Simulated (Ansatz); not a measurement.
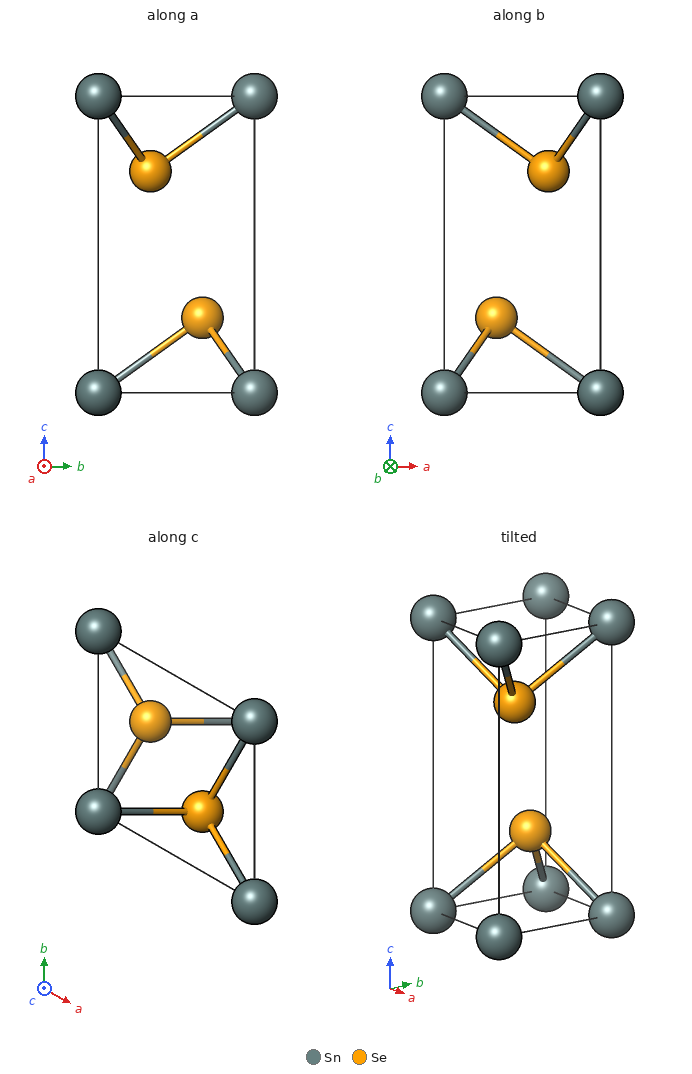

Ball-and-stick representation of a periodic structure, projected along the a axis, along the b axis, along the c axis and slightly off an axis. One conventional unit cell is framed, with atoms on its boundary repeated.

Lattice parameters: a = 3.806 Å, b = 3.806 Å, c = 6.260 Å, α = 90.00°, β = 90.00°, γ = 120.00°. Put a along x and b in the xy plane.

**Record the structure as a POSCAR file, with free fractional coordinates to two decimals.**

```
Sn Se
1.0
     3.806    0.000    0.000
    -1.903    3.296    0.000
     0.000    0.000    6.260
Sn Se
1 2
Direct
  0.00 0.00 0.00
  0.3333 0.6667 0.25
  0.6667 0.3333 0.75
```

Provenance: a structure type filled with these elements by a generator (whether the compound takes this form wasn't checked). The cell was then strained or its atoms displaced on purpose. A calculation with Ansatz used it as input.
